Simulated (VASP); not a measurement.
## Single-point calculation of Ge (part 2 of 4)

Ge (36 atoms in the cell); Kohn-Sham DFT of a periodic cell, PBEsol, VASP PAW PBE potentials, recommended, no spin polarisation (VASP 6.6.1); cutoff 350 eV, 2×2×3 k-mesh, Gaussian smearing of 0.05 eV. The structure derives from an entry of the Crystallography Open Database. It belongs to a series of runs on one base structure; here: grid = ENCUT=350 dk=0.45 cell=3x3x2 ISMEAR=0 SIGMA=0.05 LREAL=False EDIFF=1e-06. The settings are looser than a standard set-up, so the numbers are not reference values.

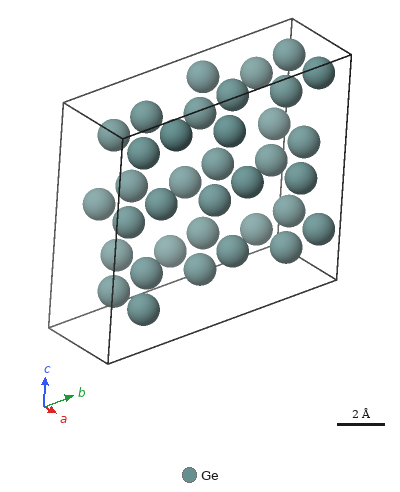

The structure (spheres-only view of the reduced cell, seen slightly off an axis). An atom can appear more than once, as a periodic image.

**Parts of OUTCAR, continued**
```
    220       1.0995      2.00000
    221       1.0995      2.00000
    222       1.0995      2.00000
    223       1.0995      2.00000
    224       1.5173      2.00000
    225       1.5173      2.00000
    226       1.9673      2.00000
    227       1.9673      2.00000
    228       2.0936      2.00000
    229       2.0936      2.00000
    230       2.0936      2.00000
    231       2.0936      2.00000
    232       2.2512      2.00000
    233       2.2512      2.00000
    234       2.2512      2.00000
    235       2.2512      2.00000
    236       2.5470      2.00000
    237       2.5470      2.00000
    238       3.3831      2.00000
    239       3.3831      2.00000
    240       3.4606      2.00000
    241       3.4607      2.00000
    242       3.6988      2.00000
    243       3.6988      2.00000
    244       3.6988      2.00000
    245       3.6988      2.00000
    246       3.6988      2.00000
    247       3.6988      2.00000
    248       3.6988      2.00000
    249       3.6988      2.00000
    250       4.8649      1.56795
    251       4.8705      1.47079
    252       4.8705      1.47053
    253       4.8705      1.47042
    254       4.9918      0.00508
    255       5.2211      0.00000
    256       5.2211      0.00000
    257       5.2211      0.00000
    258       5.2213      0.00000
    259       5.4482      0.00000
    260       5.4490      0.00000
    261       5.8348      0.00000
    262       5.8348      0.00000
    263       5.8522      0.00000
    264       6.2258      0.00000

 k-point     2 :       0.5000    0.0000    0.0000
  band No.  band energies     occupation
      1     -19.9165      2.00000
      2     -19.9165      2.00000
      3     -19.9165      2.00000
      4     -19.9165      2.00000
      5     -19.9152      2.00000
      6     -19.9152      2.00000
      7     -19.9128      2.00000
      8     -19.9128      2.00000
      9     -19.9127      2.00000
     10     -19.9127      2.00000
     11     -19.9110      2.00000
     12     -19.9110      2.00000
     13     -19.9093      2.00000
     14     -19.9093      2.00000
     15     -19.9080      2.00000
     16     -19.9080      2.00000
     17     -19.9055      2.00000
     18     -19.9055      2.00000
     19     -19.9040      2.00000
     20     -19.9040      2.00000
     21     -19.9030      2.00000
     22     -19.9029      2.00000
     23     -19.9015      2.00000
     24     -19.9015      2.00000
     25     -19.8995      2.00000
     26     -19.8995      2.00000
     27     -19.8995      2.00000
     28     -19.8995      2.00000
     29     -19.8960      2.00000
     30     -19.8960      2.00000
     31     -19.8914      2.00000
     32     -19.8914      2.00000
     33     -19.8835      2.00000
     34     -19.8835      2.00000
     35     -19.8835      2.00000
     36     -19.8835      2.00000
     37     -19.8672      2.00000
     38     -19.8672      2.00000
     39     -19.8609      2.00000
     40     -19.8609      2.00000
     41     -19.8537      2.00000
     42     -19.8371      2.00000
     43     -19.8371      2.00000
     44     -19.8371      2.00000
     45     -19.8371      2.00000
     46     -19.8330      2.00000
     47     -19.8330      2.00000
     48     -19.8327      2.00000
     49     -19.8327      2.00000
     50     -19.8322      2.00000
     51     -19.8322      2.00000
     52     -19.8197      2.00000
     53     -19.8197      2.00000
     54     -19.8176      2.00000
     55     -19.8176      2.00000
     56     -19.8176      2.00000
     57     -19.8176      2.00000
     58     -19.7985      2.00000
     59     -19.7985      2.00000
     60     -19.7930      2.00000
     61     -19.7930      2.00000
     62     -19.7914      2.00000
     63     -19.7914      2.00000
     64     -19.7897      2.00000
     65     -19.7897      2.00000
     66     -19.7897      2.00000
     67     -19.7897      2.00000
     68     -19.7794      2.00000
     69     -19.7794      2.00000
     70     -19.7794      2.00000
     71     -19.7794      2.00000
     72     -19.7778      2.00000
     73     -19.7778      2.00000
     74     -19.7717      2.00000
     75     -19.7717      2.00000
     76     -19.7716      2.00000
     77     -19.7716      2.00000
     78     -19.7711      2.00000
     79     -19.7711      2.00000
     80     -19.7711      2.00000
     81     -19.7710      2.00000
     82     -19.7677      2.00000
     83     -19.7677      2.00000
     84     -19.7501      2.00000
     85     -19.7501      2.00000
     86     -19.7433      2.00000
     87     -19.7433      2.00000
     88     -19.7270      2.00000
     89     -19.7270      2.00000
     90     -19.7231      2.00000
     91     -19.7231      2.00000
     92     -19.7231      2.00000
     93     -19.7231      2.00000
     94     -19.7193      2.00000
     95     -19.7193      2.00000
     96     -19.7103      2.00000
     97     -19.7103      2.00000
     98     -19.6997      2.00000
     99     -19.6997      2.00000
    100     -19.6944      2.00000
    101     -19.6944      2.00000
    102     -19.6944      2.00000
    103     -19.6944      2.00000
    104     -19.6912      2.00000
    105     -19.6912      2.00000
    106     -19.6866      2.00000
    107     -19.6866      2.00000
    108     -19.6866      2.00000
    109     -19.6866      2.00000
    110     -19.6811      2.00000
    111     -19.6811      2.00000
    112     -19.6680      2.00000
    113     -19.6680      2.00000
    114     -19.6678      2.00000
    115     -19.6678      2.00000
    116     -19.6678      2.00000
    117     -19.6678      2.00000
    118     -19.6647      2.00000
    119     -19.6647      2.00000
    120     -19.6618      2.00000
    121     -19.6618      2.00000
    122     -19.6575      2.00000
    123     -19.6575      2.00000
    124     -19.6574      2.00000
    125     -19.6574      2.00000
    126     -19.6500      2.00000
    127     -19.6500      2.00000
    128     -19.6484      2.00000
    129     -19.6484      2.00000
    130     -19.6484      2.00000
    131     -19.6484      2.00000
    132     -19.6471      2.00000
    133     -19.6471      2.00000
    134     -19.6458      2.00000
    135     -19.6458      2.00000
    136     -19.6438      2.00000
    137     -19.6400      2.00000
    138     -19.6400      2.00000
    139     -19.6400      2.00000
    140     -19.6400      2.00000
    141     -19.6280      2.00000
    142     -19.6280      2.00000
    143     -19.6217      2.00000
    144     -19.6217      2.00000
    145     -19.5951      2.00000
    146     -19.5951      2.00000
    147     -19.5951      2.00000
    148     -19.5951      2.00000
    149     -19.5904      2.00000
    150     -19.5904      2.00000
    151     -19.5819      2.00000
    152     -19.5819      2.00000
    153     -19.5776      2.00000
    154     -19.5776      2.00000
    155     -19.5776      2.00000
    156     -19.5776      2.00000
    157     -19.5770      2.00000
    158     -19.5770      2.00000
    159     -19.5727      2.00000
    160     -19.5727      2.00000
    161     -19.5707      2.00000
    162     -19.5707      2.00000
    163     -19.5700      2.00000
    164     -19.5700      2.00000
    165     -19.5683      2.00000
    166     -19.5683      2.00000
    167     -19.5678      2.00000
    168     -19.5678      2.00000
    169     -19.5670      2.00000
    170     -19.5670      2.00000
    171     -19.5647      2.00000
    172     -19.5647      2.00000
    173     -19.5647      2.00000
    174     -19.5647      2.00000
    175     -19.5604      2.00000
    176     -19.5604      2.00000
    177     -19.5582      2.00000
    178     -19.5582      2.00000
    179     -19.5582      2.00000
    180     -19.5582      2.00000
    181      -7.5901      2.00000
    182      -7.5900      2.00000
    183      -6.7160      2.00000
    184      -6.7160      2.00000
    185      -5.9891      2.00000
    186      -5.9891      2.00000
    187      -5.8284      2.00000
    188      -5.8008      2.00000
    189      -5.8008      2.00000
    190      -5.6542      2.00000
    191      -5.6542      2.00000
    192      -5.6542      2.00000
    193      -5.6542      2.00000
    194      -5.0692      2.00000
    195      -5.0692      2.00000
    196      -4.0316      2.00000
    197      -4.0316      2.00000
    198      -3.9575      2.00000
    199      -3.9575      2.00000
    200      -3.9575      2.00000
    201      -3.9575      2.00000
    202      -2.8351      2.00000
    203      -2.8351      2.00000
    204      -2.7579      2.00000
    205      -2.5537      2.00000
    206      -2.5537      2.00000
    207      -2.5537      2.00000
    208      -2.5537      2.00000
    209      -2.0141      2.00000
    210      -2.0141      2.00000
    211      -1.9066      2.00000
    212      -1.9066      2.00000
    213      -0.5630      2.00000
    214      -0.5630      2.00000
    215       1.0995      2.00000
    216       1.0995      2.00000
    217       1.1068      2.00000
    218       1.1068      2.00000
    219       1.1068      2.00000
    220       1.1068      2.00000
    221       1.1433      2.00000
    222       1.1433      2.00000
    223       1.5173      2.00000
    224       1.5173      2.00000
    225       1.6851      2.00000
    226       1.6851      2.00000
    227       1.7241      2.00000
    228       1.7241      2.00000
    229       1.7241      2.00000
    230       1.7241      2.00000
    231       1.7804      2.00000
    232       1.7805      2.00000
    233       2.0936      2.00000
    234       2.0936      2.00000
    235       2.4075      2.00000
    236       2.4075      2.00000
    237       2.5603      2.00000
    238       2.5603      2.00000
    239       2.8923      2.00000
    240       2.8923      2.00000
    241       2.8923      2.00000
    242       2.8923      2.00000
    243       2.9580      2.00000
    244       2.9580      2.00000
    245       3.3831      2.00000
    246       3.3831      2.00000
    247       3.4606      2.00000
    248       3.4607      2.00000
    249       4.3451      2.00000
    250       4.3451      2.00000
    251       4.3451      2.00000
    252       4.3451      2.00000
    253       4.9918      0.00508
    254       5.5332      0.00000
    255       5.5332      0.00000
    256       5.7846      0.00000
    257       5.7850      0.00000
    258       5.8348      0.00000
    259       5.8348      0.00000
    260       6.4308      0.00000
    261       6.4332      0.00000
    262       6.4656      0.00000
    263       6.5445      0.00000
    264       6.5788      0.00000

 k-point     3 :       0.5000    0.5000    0.0000
  band No.  band energies     occupation
      1     -19.9212      2.00000
      2     -19.9212      2.00000
      3     -19.9152      2.00000
      4     -19.9152      2.00000
      5     -19.9152      2.00000
      6     -19.9152      2.00000
      7     -19.9128      2.00000
      8     -19.9128      2.00000
      9     -19.9127      2.00000
     10     -19.9127      2.00000
     11     -19.9108      2.00000
     12     -19.9108      2.00000
     13     -19.9093      2.00000
     14     -19.9093      2.00000
     15     -19.9055      2.00000
     16     -19.9055      2.00000
     17     -19.9040      2.00000
     18     -19.9040      2.00000
     19     -19.9040      2.00000
     20     -19.9040      2.00000
     21     -19.9030      2.00000
     22     -19.9029      2.00000
     23     -19.8995      2.00000
     24     -19.8995      2.00000
     25     -19.8995      2.00000
     26     -19.8995      2.00000
     27     -19.8974      2.00000
     28     -19.8974      2.00000
     29     -19.8960      2.00000
     30     -19.8960      2.00000
     31     -19.8927      2.00000
     32     -19.8927      2.00000
     33     -19.8810      2.00000
     34     -19.8810      2.00000
     35     -19.8810      2.00000
     36     -19.8810      2.00000
     37     -19.8807      2.00000
     38     -19.8807      2.00000
     39     -19.8551      2.00000
     40     -19.8551      2.00000
     41     -19.8537      2.00000
     42     -19.8371      2.00000
     43     -19.8371      2.00000
     44     -19.8371      2.00000
     45     -19.8371      2.00000
     46     -19.8330      2.00000
     47     -19.8330      2.00000
     48     -19.8327      2.00000
     49     -19.8327      2.00000
     50     -19.8327      2.00000
     51     -19.8327      2.00000
     52     -19.8197      2.00000
     53     -19.8197      2.00000
     54     -19.8192      2.00000
     55     -19.8192      2.00000
     56     -19.8100      2.00000
     57     -19.8100      2.00000
     58     -19.8083      2.00000
     59     -19.8083      2.00000
     60     -19.7974      2.00000
     61     -19.7974      2.00000
     62     -19.7930      2.00000
     63     -19.7930      2.00000
     64     -19.7914      2.00000
     65     -19.7914      2.00000
     66     -19.7903      2.00000
     67     -19.7903      2.00000
     68     -19.7794      2.00000
     69     -19.7794      2.00000
     70     -19.7794      2.00000
     71     -19.7794      2.00000
     72     -19.7716      2.00000
     73     -19.7716      2.00000
     74     -19.7711      2.00000
     75     -19.7711      2.00000
     76     -19.7711      2.00000
     77     -19.7711      2.00000
     78     -19.7677      2.00000
     79     -19.7677      2.00000
     80     -19.7677      2.00000
     81     -19.7677      2.00000
     82     -19.7596      2.00000
     83     -19.7596      2.00000
     84     -19.7501      2.00000
     85     -19.7501      2.00000
     86     -19.7501      2.00000
     87     -19.7501      2.00000
     88     -19.7368      2.00000
     89     -19.7368      2.00000
     90     -19.7287      2.00000
     91     -19.7287      2.00000
     92     -19.7193      2.00000
     93     -19.7193      2.00000
     94     -19.7103      2.00000
     95     -19.7103      2.00000
     96     -19.7103      2.00000
     97     -19.7103      2.00000
     98     -19.6949      2.00000
     99     -19.6949      2.00000
    100     -19.6944      2.00000
    101     -19.6944      2.00000
    102     -19.6944      2.00000
    103     -19.6944      2.00000
    104     -19.6912      2.00000
    105     -19.6912      2.00000
    106     -19.6912      2.00000
    107     -19.6912      2.00000
    108     -19.6811      2.00000
    109     -19.6811      2.00000
    110     -19.6741      2.00000
    111     -19.6741      2.00000
    112     -19.6682      2.00000
    113     -19.6682      2.00000
    114     -19.6680      2.00000
    115     -19.6680      2.00000
    116     -19.6678      2.00000
    117     -19.6678      2.00000
    118     -19.6678      2.00000
    119     -19.6678      2.00000
    120     -19.6647      2.00000
    121     -19.6647      2.00000
    122     -19.6618      2.00000
    123     -19.6618      2.00000
    124     -19.6575      2.00000
    125     -19.6575      2.00000
    126     -19.6574      2.00000
    127     -19.6574      2.00000
    128     -19.6536      2.00000
    129     -19.6536      2.00000
    130     -19.6484      2.00000
    131     -19.6484      2.00000
    132     -19.6484      2.00000
    133     -19.6484      2.00000
    134     -19.6471      2.00000
    135     -19.6471      2.00000
    136     -19.6471      2.00000
    137     -19.6471      2.00000
    138     -19.6438      2.00000
    139     -19.6249      2.00000
    140     -19.6249      2.00000
    141     -19.6237      2.00000
    142     -19.6237      2.00000
    143     -19.6081      2.00000
    144     -19.6081      2.00000
    145     -19.6081      2.00000
    146     -19.6081      2.00000
    147     -19.5926      2.00000
    148     -19.5926      2.00000
    149     -19.5926      2.00000
    150     -19.5926      2.00000
    151     -19.5819      2.00000
    152     -19.5819      2.00000
    153     -19.5786      2.00000
    154     -19.5786      2.00000
    155     -19.5776      2.00000
    156     -19.5776      2.00000
    157     -19.5776      2.00000
    158     -19.5776      2.00000
    159     -19.5727      2.00000
    160     -19.5727      2.00000
    161     -19.5707      2.00000
    162     -19.5707      2.00000
    163     -19.5707      2.00000
    164     -19.5707      2.00000
    165     -19.5700      2.00000
    166     -19.5700      2.00000
    167     -19.5678      2.00000
    168     -19.5678      2.00000
    169     -19.5647      2.00000
    170     -19.5647      2.00000
    171     -19.5647      2.00000
    172     -19.5647      2.00000
    173     -19.5645      2.00000
    174     -19.5645      2.00000
    175     -19.5604      2.00000
    176     -19.5604      2.00000
    177     -19.5604      2.00000
    178     -19.5604      2.00000
    179     -19.5549      2.00000
    180     -19.5549      2.00000
    181      -7.4744      2.00000
    182      -7.4743      2.00000
    183      -7.0424      2.00000
    184      -7.0424      2.00000
    185      -5.9891      2.00000
    186      -5.9891      2.00000
    187      -5.8284      2.00000
    188      -5.6542      2.00000
    189      -5.6542      2.00000
    190      -5.6542      2.00000
    191      -5.6542      2.00000
    192      -5.0692      2.00000
    193      -5.0692      2.00000
    194      -5.0692      2.00000
    195      -5.0692      2.00000
    196      -4.9289      2.00000
    197      -4.9289      2.00000
    198      -4.0316      2.00000
    199      -4.0316      2.00000
    200      -3.0119      2.00000
    201      -3.0119      2.00000
    202      -2.8351      2.00000
    203      -2.8351      2.00000
    204      -2.8351      2.00000
    205      -2.8351      2.00000
    206      -2.7579      2.00000
    207      -2.5537      2.00000
    208      -2.5537      2.00000
    209      -2.5537      2.00000
    210      -2.5537      2.00000
    211      -2.0141      2.00000
    212      -2.0141      2.00000
    213       0.1428      2.00000
    214       0.1428      2.00000
    215       0.6879      2.00000
    216       0.6879      2.00000
    217       1.0995      2.00000
    218       1.0995      2.00000
    219       1.0995      2.00000
    220       1.0995      2.00000
    221       1.5173      2.00000
    222       1.5173      2.00000
    223       1.6831      2.00000
    224       1.6831      2.00000
    225       1.7241      2.00000
    226       1.7241      2.00000
    227       1.7241      2.00000
    228       1.7241      2.00000
    229       1.7804      2.00000
    230       1.7805      2.00000
    231       1.9673      2.00000
    232       1.9673      2.00000
    233       2.0936      2.00000
    234       2.0936      2.00000
    235       2.0936      2.00000
    236       2.0936      2.00000
    237       2.2973      2.00000
    238       2.2973      2.00000
    239       2.8923      2.00000
    240       2.8923      2.00000
    241       2.8923      2.00000
    242       2.8923      2.00000
    243       3.3831      2.00000
    244       3.3831      2.00000
    245       3.4607      2.00000
    246       3.4607      2.00000
    247       3.5717      2.00000
    248       3.5717      2.00000
    249       3.5717      2.00000
    250       3.5717      2.00000
    251       4.1739      2.00000
    252       4.1739      2.00000
    253       4.9918      0.00508
    254       5.5332      0.00000
    255       5.5332      0.00000
    256       5.8348      0.00000
    257       5.8348      0.00000
    258       5.8349      0.00000
    259       5.8350      0.00000
    260       6.3905      0.00000
    261       6.3964      0.00000
    262       6.4331      0.00000
    263       6.4657      0.00000
    264       6.5338      0.00000
```
